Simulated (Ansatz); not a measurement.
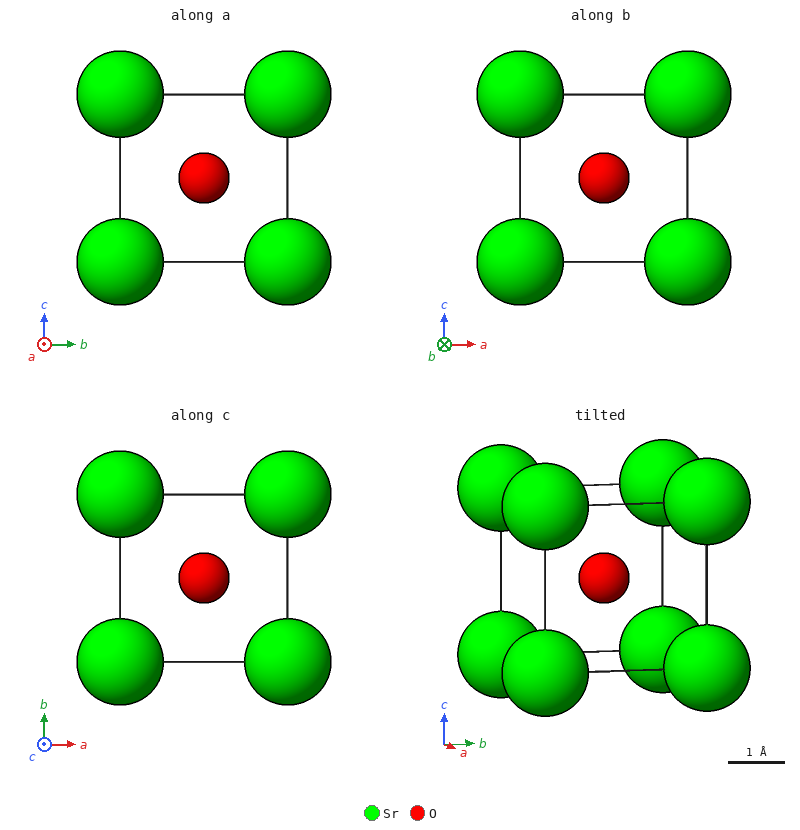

Crystal structure, spheres-only style, seen along the a axis, along the b axis, along the c axis and slightly off an axis. The frame is the conventional unit cell; atoms at its boundary are shown with their periodic copies.

Lattice parameters: a = 3.037 Å, b = 3.037 Å, c = 3.037 Å, α = 90.00°, β = 90.00°, γ = 90.00°. Put a along x and b in the xy plane.

Set out the cell and atoms as a POSCAR file.

```
Sr O
1.0
     3.037    0.000    0.000
     0.000    3.037    0.000
     0.000    0.000    3.037
Sr O
1 1
Direct
  0.0000 0.0000 0.0000
  0.5000 0.5000 0.5000
```

Starting structure: a structure type filled with these elements by a generator (whether the compound takes this form wasn't checked). The cell was then strained or its atoms displaced on purpose. It was the input of a calculation with Ansatz.

At this level of theory the cell isn't at rest (compressed, at 8 GPa), so its distances can differ from those at equilibrium, the more so the softer the solid.
